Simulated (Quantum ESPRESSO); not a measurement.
## Band-structure run of Ga6As (part 2 of 2)

The same run, continued: Ga6As (P6/mmm, 7 atoms in the cell); Kohn-Sham DFT of a periodic cell, PBE with D3M, PseudoDojo 0.5 SR PBE standard, no spin polarisation (Quantum ESPRESSO 7.5); cutoff 1142.88 eV, 5×5×4 k-mesh, methfessel-paxton of 0.05 eV. The structure was made by swapping elements on the sites of another compound; it need not be a known phase.

Geometry of the input (Å; fractional positions):
```
4.8888  0.0000  0.0000
-2.4444  4.2338  0.0000
0.0000  0.0000  5.2866
Ga 0.3329  0.0000  0.5000
Ga 0.6671  0.0000  0.5000
Ga -0.0000  0.3329  0.5000
Ga 0.0000  0.6671  0.5000
Ga 0.6671  0.6671  0.5000
Ga 0.3329  0.3329  0.5000
As 0.0000  0.0000  0.0000
```

The program's output, continued
```
          k = 0.0000 0.0000 0.0000 (  9659 PWs)   bands (ev):

   -21.9777 -21.9400 -21.9400 -21.8493 -21.8493  -9.7244  -9.7241  -7.9302
    -7.5282  -7.5282  -7.5114  -7.5114  -7.1768  -7.1693  -7.0112  -7.0112
    -6.4686  -6.4686  -6.1072  -6.1072  -5.3962  -5.3962  -5.3678  -5.3678
    -4.0839  -4.0839  -4.0703  -4.0703  -3.8181  -3.8181  -3.3110  -3.2578
    -3.2454  -2.4006  -2.3963  -1.5888   3.8124   6.3728   6.3728   6.5912
     6.6420   6.6420   6.7851   7.0035  13.8622  13.8622  14.4226  15.2782
    15.2782  15.9911  15.9911  17.1995  19.7997  20.8328  20.8328  21.3191
    21.3191  22.5605  22.6890  24.7132

          k = 0.0000 0.0000 0.2312 (  9635 PWs)   bands (ev):

   -21.9776 -21.9400 -21.9400 -21.8493 -21.8493  -9.7244  -9.7241  -7.9302
    -7.5282  -7.5282  -7.5114  -7.5114  -7.1769  -7.1702  -7.0112  -7.0112
    -6.4686  -6.4686  -6.1072  -6.1072  -5.3968  -5.3968  -5.3679  -5.3679
    -4.0831  -4.0831  -4.0701  -4.0701  -3.8182  -3.8182  -3.3110  -3.2578
    -3.2454  -2.4006  -2.3963  -1.4964   3.2430   6.3462   6.4488   6.4488
     6.6599   6.6599   6.7938   8.1693  12.6739  12.6739  13.9268  15.6240
    15.6240  17.0920  17.0920  18.0517  19.1795  20.4437  21.0702  21.0702
    22.2798  22.2798  24.0698  24.7059

          k = 0.0000 0.0000-0.4624 (  9570 PWs)   bands (ev):

   -21.9776 -21.9400 -21.9400 -21.8493 -21.8493  -9.7243  -9.7241  -7.9301
    -7.5282  -7.5282  -7.5114  -7.5114  -7.1770  -7.1712  -7.0112  -7.0112
    -6.4686  -6.4686  -6.1072  -6.1072  -5.3973  -5.3973  -5.3680  -5.3680
    -4.0824  -4.0824  -4.0698  -4.0698  -3.8182  -3.8182  -3.3109  -3.2578
    -3.2454  -2.4006  -2.3963  -1.3945   2.7812   6.3328   6.5305   6.5305
     6.6780   6.6780   6.8026   9.0314  12.0378  12.0378  13.8018  15.3232
    15.3232  17.2090  18.7108  18.7108  18.7726  21.1109  21.1109  21.7501
    23.0823  23.8016  23.8017  24.2622

          k = 0.0000 0.2309 0.0000 (  9613 PWs)   bands (ev):

   -21.9777 -21.9400 -21.9400 -21.8493 -21.8492  -9.5676  -9.5596  -7.9288
    -7.8874  -7.7939  -7.4599  -7.3893  -7.3086  -7.2119  -7.1032  -7.0931
    -6.5285  -6.4396  -5.8329  -5.8022  -5.6678  -5.5358  -4.9510  -4.9391
    -4.1801  -4.1306  -4.0269  -3.9915  -3.9305  -3.7601  -3.3369  -3.3082
    -3.2952  -2.6361  -2.6244  -1.3354   3.0370   4.2705   5.4124   5.5700
     6.9973   8.4366   8.8683  10.1427  12.5732  13.3140  13.7635  14.0803
    14.9543  17.5539  17.8548  18.0659  18.4722  18.9247  20.0857  21.2842
    21.7187  23.0650  24.3056  24.5318

          k = 0.0000 0.2309 0.2312 (  9601 PWs)   bands (ev):

   -21.9776 -21.9400 -21.9400 -21.8493 -21.8492  -9.5676  -9.5596  -7.9288
    -7.8874  -7.7939  -7.4599  -7.3893  -7.3086  -7.2119  -7.1033  -7.0940
    -6.5285  -6.4396  -5.8334  -5.8025  -5.6678  -5.5358  -4.9516  -4.9395
    -4.1795  -4.1303  -4.0265  -3.9909  -3.9313  -3.7601  -3.3368  -3.3082
    -3.2952  -2.6360  -2.6242  -1.2416   3.0216   3.8352   5.1715   5.4635
     8.1501   8.4826   8.9129  10.1542  11.6997  12.2907  14.2390  14.7575
    15.6301  17.1099  17.9094  18.5212  18.6550  18.9598  20.5412  21.1911
    21.7026  22.9676  24.2711  24.8718

          k = 0.0000 0.2309-0.4624 (  9622 PWs)   bands (ev):

   -21.9776 -21.9400 -21.9400 -21.8493 -21.8492  -9.5676  -9.5595  -7.9288
    -7.8874  -7.7939  -7.4599  -7.3893  -7.3086  -7.2119  -7.1035  -7.0948
    -6.5285  -6.4396  -5.8339  -5.8027  -5.6678  -5.5357  -4.9522  -4.9399
    -4.1788  -4.1301  -4.0262  -3.9903  -3.9320  -3.7601  -3.3367  -3.3082
    -3.2952  -2.6360  -2.6240  -1.1384   2.9172   3.5129   5.0876   5.5168
     8.5348   8.8209   8.9794  10.1938  11.6533  11.6998  13.8637  14.8955
    15.9449  17.2737  18.4781  18.5211  18.8176  18.8881  20.3855  21.2143
    23.4184  23.6812  23.9464  24.4728

          k = 0.0000 0.4619 0.0000 (  9604 PWs)   bands (ev):

   -21.9776 -21.9400 -21.9400 -21.8493 -21.8492  -9.1731  -9.0885  -8.4521
    -8.4012  -7.9060  -7.7722  -7.4938  -7.3197  -7.0221  -6.9231  -6.9070
    -6.6938  -6.3367  -6.2135  -6.1275  -5.0362  -4.6381  -4.6142  -4.5606
    -4.5055  -4.2134  -4.2085  -4.0539  -3.6823  -3.6130  -3.4398  -3.3975
    -3.3737  -3.1613  -3.1335  -0.5496   1.0243   3.7179   4.9744   5.2556
     8.0464  10.4594  11.1416  11.4228  12.6693  13.3103  13.5357  13.7105
    14.5916  14.8426  15.3618  18.4558  19.0619  20.6293  20.7733  22.6564
    23.4914  23.4946  23.9767  24.9720

          k = 0.0000 0.4619 0.2312 (  9584 PWs)   bands (ev):

   -21.9776 -21.9400 -21.9400 -21.8493 -21.8492  -9.1731  -9.0885  -8.4521
    -8.4012  -7.9060  -7.7722  -7.4938  -7.3197  -7.0221  -6.9232  -6.9075
    -6.6939  -6.3368  -6.2143  -6.1277  -5.0361  -4.6381  -4.6146  -4.5619
    -4.5051  -4.2132  -4.2099  -4.0538  -3.6818  -3.6130  -3.4398  -3.3975
    -3.3736  -3.1611  -3.1328  -0.4430   1.1018   3.5175   4.6136   5.0263
     8.9238  10.1343  11.1678  11.7658  11.8851  13.3966  13.9641  14.1544
    14.6203  15.3827  15.5988  17.5343  19.6618  20.2146  20.5680  22.5704
    22.7627  23.2595  24.3235  24.4610

          k = 0.0000 0.4619-0.4624 (  9594 PWs)   bands (ev):

   -21.9776 -21.9400 -21.9400 -21.8493 -21.8492  -9.1731  -9.0885  -8.4521
    -8.4012  -7.9060  -7.7722  -7.4938  -7.3197  -7.0221  -6.9232  -6.9080
    -6.6941  -6.3369  -6.2152  -6.1279  -5.0361  -4.6381  -4.6150  -4.5632
    -4.5047  -4.2131  -4.2113  -4.0537  -3.6813  -3.6130  -3.4398  -3.3975
    -3.3734  -3.1609  -3.1322  -0.3266   1.2071   3.1513   4.3477   5.0808
     8.8018  11.1992  11.2894  11.3397  11.7154  13.5401  13.9563  14.7066
    14.8142  15.2333  16.0335  16.5393  20.2435  20.4296  20.6281  22.5535
    22.5891  23.2580  23.3580  23.5111

          k = 0.2000 0.3464 0.0000 (  9585 PWs)   bands (ev):

   -21.9776 -21.9400 -21.9400 -21.8493 -21.8492  -9.2646  -9.2644  -8.1330
    -8.1326  -8.1046  -7.8776  -7.4715  -7.1593  -7.1513  -6.9738  -6.9600
    -6.6196  -6.3989  -6.0950  -6.0913  -5.1364  -4.9263  -4.6691  -4.6664
    -4.2791  -4.2645  -4.1097  -3.9184  -3.9153  -3.6677  -3.3935  -3.3802
    -3.3760  -3.0085  -3.0075  -0.8104   2.0372   2.6087   4.7289   7.7368
     7.7387   7.9445  11.3456  11.8399  12.3158  12.4180  13.1307  13.4977
    14.9862  15.9928  17.6190  17.8658  19.1960  19.6184  19.9743  22.9193
    23.3043  23.5933  23.5991  24.3202

          k = 0.2000 0.3464 0.2312 (  9624 PWs)   bands (ev):

   -21.9776 -21.9400 -21.9400 -21.8493 -21.8492  -9.2646  -9.2643  -8.1330
    -8.1326  -8.1046  -7.8776  -7.4715  -7.1593  -7.1513  -6.9739  -6.9606
    -6.6197  -6.3991  -6.0957  -6.0916  -5.1363  -4.9263  -4.6701  -4.6668
    -4.2786  -4.2643  -4.1110  -3.9180  -3.9150  -3.6678  -3.3935  -3.3802
    -3.3758  -3.0082  -3.0070  -0.7110   2.1659   2.6332   3.8824   7.8025
     7.8243   8.7540  10.8429  11.2618  12.3258  12.4591  14.0054  14.5932
    15.0117  15.4037  17.4823  17.7478  18.6584  19.7055  21.1838  22.3481
    23.0783  23.1415  23.4557  24.1986

          k = 0.2000 0.3464-0.4624 (  9592 PWs)   bands (ev):

   -21.9776 -21.9400 -21.9400 -21.8493 -21.8492  -9.2646  -9.2643  -8.1330
    -8.1326  -8.1046  -7.8776  -7.4715  -7.1593  -7.1513  -6.9740  -6.9612
    -6.6198  -6.3992  -6.0964  -6.0918  -5.1363  -4.9262  -4.6711  -4.6673
    -4.2782  -4.2640  -4.1123  -3.9176  -3.9148  -3.6678  -3.3935  -3.3802
    -3.3757  -3.0080  -3.0066  -0.6020   2.4322   2.6582   3.1034   7.8546
     7.8782   8.9319  10.6866  11.9247  12.2400  12.4788  13.9372  14.8639
    14.9269  15.7356  17.4101  17.5842  18.3736  20.4772  20.6804  22.3011
    22.7932  23.0205  23.4587  23.8101

          k = 0.2000 0.5774 0.0000 (  9614 PWs)   bands (ev):

   -21.9776 -21.9400 -21.9400 -21.8492 -21.8492  -8.9134  -8.7167  -8.7040
    -8.5218  -8.1577  -8.1371  -7.2788  -7.2668  -7.0676  -6.8378  -6.7790
    -6.7745  -6.3062  -6.3006  -6.2914  -4.6200  -4.6032  -4.5055  -4.3833
    -4.3654  -4.3060  -4.1993  -4.1742  -3.7060  -3.5311  -3.5235  -3.4518
    -3.3752  -3.3749  -3.3563   0.0941   0.6517   2.0796   4.7303   7.5991
     8.5947  10.2370  10.8119  10.9969  11.6589  12.7174  13.2377  14.7482
    15.1423  15.1826  16.1986  19.1286  19.2270  20.6894  20.8014  21.7618
    22.1397  23.1373  23.4612  23.7208

          k = 0.2000 0.5774 0.2312 (  9584 PWs)   bands (ev):

   -21.9776 -21.9400 -21.9400 -21.8492 -21.8492  -8.9134  -8.7167  -8.7040
    -8.5218  -8.1577  -8.1370  -7.2788  -7.2668  -7.0675  -6.8379  -6.7792
    -6.7747  -6.3063  -6.3015  -6.2919  -4.6199  -4.6029  -4.5063  -4.3854
    -4.3659  -4.3058  -4.1993  -4.1742  -3.7060  -3.5311  -3.5235  -3.4519
    -3.3749  -3.3740  -3.3558   0.2585   0.6786   2.1403   3.9310   7.5849
     9.4584   9.8582  10.8635  11.0377  11.1220  13.7602  14.3098  14.7818
    15.0967  15.1994  15.6370  17.9169  19.4966  20.4569  21.0848  21.8420
    22.0281  23.3855  23.4664  24.2457

          k = 0.2000 0.5774-0.4624 (  9590 PWs)   bands (ev):

   -21.9776 -21.9400 -21.9400 -21.8492 -21.8492  -8.9134  -8.7166  -8.7039
    -8.5218  -8.1577  -8.1370  -7.2788  -7.2668  -7.0675  -6.8380  -6.7793
    -6.7750  -6.3064  -6.3024  -6.2923  -4.6198  -4.6026  -4.5071  -4.3874
    -4.3664  -4.3057  -4.1992  -4.1741  -3.7060  -3.5311  -3.5236  -3.4519
    -3.3745  -3.3731  -3.3554   0.4576   0.7060   2.2508   3.2234   7.6224
     9.0003  10.0368  11.0584  11.1106  12.1704  13.9140  14.6697  14.9788
    15.0998  15.1003  15.2644  17.5397  19.5971  20.2843  20.6308  21.3417
    22.4038  23.0098  23.2658  23.5191

     the Fermi energy is    13.9402 ev

!    total energy              =   -1126.72727330 Ry
     estimated scf accuracy    <          1.4E-09 Ry
     smearing contrib. (-TS)   =      -0.00011372 Ry
     internal energy E=F+TS    =   -1126.72715957 Ry

     The total energy is F=E-TS. E is the sum of the following terms:
     one-electron contribution =    -874.03496839 Ry
     hartree contribution      =     521.98610260 Ry
     xc contribution           =    -302.11130655 Ry
     ewald contribution        =    -470.20033110 Ry
     DFT-D3 Dispersion         =      -2.36665613 Ry

     convergence has been achieved in  14 iterations

     Forces acting on atoms (cartesian axes, Ry/au):

     atom    1 type  1   force =     0.01103388    0.00000000   -0.00000000
     atom    2 type  1   force =    -0.01103388   -0.00000000   -0.00000000
     atom    3 type  1   force =    -0.00551694    0.00955562    0.00000000
     atom    4 type  1   force =     0.00551694   -0.00955562    0.00000000
     atom    5 type  1   force =    -0.00551694   -0.00955562    0.00000000
     atom    6 type  1   force =     0.00551694    0.00955562    0.00000000
     atom    7 type  2   force =     0.00000000    0.00000000    0.00000000

     Total force =     0.027027     Total SCF correction =     0.000316

     Computing stress (Cartesian axis) and pressure

          total   stress  (Ry/bohr**3)                   (kbar)     P=     1646.15
   0.01707696   0.00000000   0.00000000         2512.11        0.00        0.00
   0.00000000   0.01707696   0.00000000            0.00     2512.11        0.00
   0.00000000   0.00000000  -0.00058295            0.00        0.00      -85.75

=------------------------------------------------------------------------------=
   JOB DONE.
=------------------------------------------------------------------------------=
```

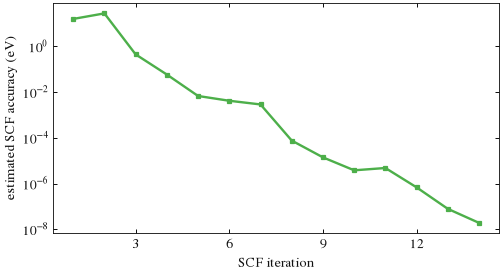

Convergence of the self-consistent field: estimated SCF accuracy against the iteration. The field takes 14 iterations in all.

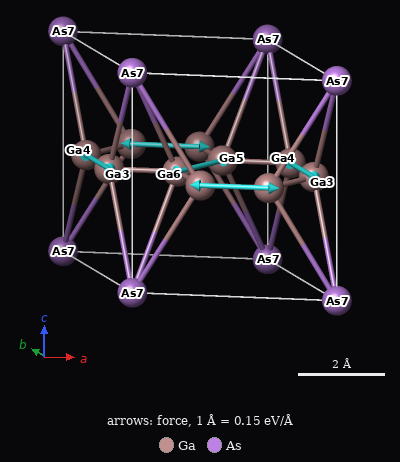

Forces on the atoms as teal arrows (ball-and-stick view of the cell of the calculation, seen slightly off an axis; atoms are numbered from 1 in the order of the input). The largest act on all 6 Ga atoms (0.28 eV/Å). The geometry is not a stationary point of this energy.

Summary

```csv
quantity,value
outcome,converged
space group (tolerance 0.01 Å),P6/mmm (191)
electrons treated,93
free energy,−15329.9055 eV
Fermi energy,13.940 eV
gap on the k-point mesh,none (metallic)
pressure,164.62 GPa
largest force (length of the vector),0.284 eV/Å
hardware,"1 thread of AMD EPYC (Zen 3), 16 GiB of memory available, shared host"
wall time,8.1 min
peak memory,0.62 GiB
```

Remarks

Settings chosen away from the usual ones: k set to [5, 5, 4] (from [6, 6, 5]); mixing_ndim set to 2. Further notes kept with the run: eigenvalues not converged.
